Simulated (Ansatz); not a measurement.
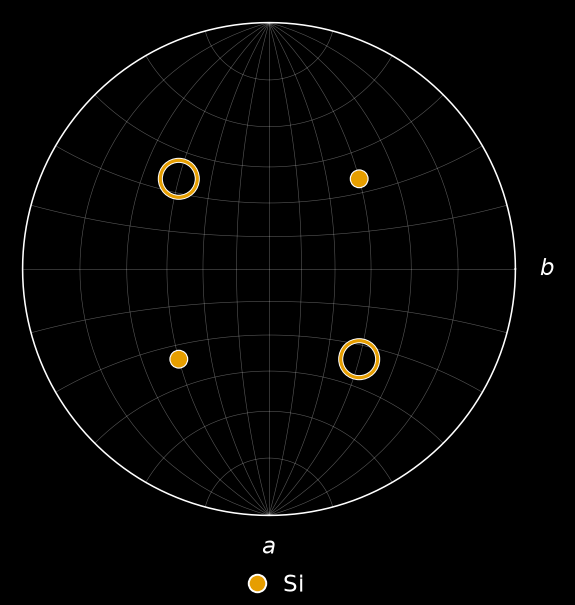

For SiC, the geometry relaxed with Ansatz 0.2.0, DFT PBEsol, scalar-relativistic, plane waves, PAW: directions from one carbon atom at (0, 0, 0) to its bonded neighbours, in stereographic projection down c (filled: above the plane of the page or in it, open: below). Geometry calculated from the standardised cell; symmetry tolerance 0.002 Å.

Neighbours are counted up to 2.17 Å for Si.

```
Si C
1.0
     4.35679    0.00000    0.00000
     0.00000    4.35679    0.00000
     0.00000    0.00000    4.35679
Si C
4 4
Direct
  0.25000 0.25000 0.75000
  0.25000 0.75000 0.25000
  0.75000 0.25000 0.25000
  0.75000 0.75000 0.75000
  0.00000 0.00000 0.00000
  0.00000 0.50000 0.50000
  0.50000 0.00000 0.50000
  0.50000 0.50000 0.00000
```

**How many neighbours are there, and at what angles?**

4: 4 Si at 1.89 Å. Angles between bonds: 109° (6×).

**What is the site's symmetry in the crystal?**

Point group -43m (Td), order 24: three −4 axes, four threefold axes, six mirror planes. In F-43m (No. 216) this is Wyckoff position 4a.
